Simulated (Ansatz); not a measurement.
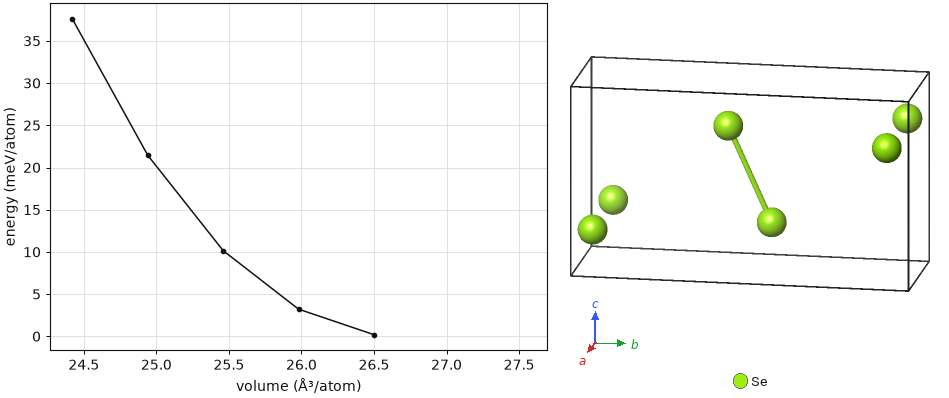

The picture above shows the energy against volume for Se, space group Cmcm (No. 63). The conventional cell is drawn beside the plot.

Cell as given: a = 4.273 Å, b = 4.273 Å, c = 4.613 Å, α = 90.00°, β = 90.00°, γ = 141.91°; 2 atoms.

Calculation (Ansatz 0.2.0): plane-wave DFT, no spin polarisation; energies at scaled volumes of the given cell, shape and fractions fixed, counted from the fit's minimum, third-order Birch-Murnaghan fit. Level: PBE.

k mesh 10×10×6; occupations Fermi–Dirac; smearing width 0.05 eV; potentials Ansatz PAW; wave cutoff 420 eV; density cutoff 1680 eV.

The points at volume 27.02 Å³/atom and 27.54 Å³/atom are left out of the plot. What values does the calculation give there?

```json
{"volume (Å³/atom)": "27.02", "energy (meV/atom)": "0.71"}
{"volume (Å³/atom)": "27.54", "energy (meV/atom)": "4.39"}
```

Keep in mind: shape and atomic fractions are frozen while scaling, which makes layered, chain and framework solids too stiff.
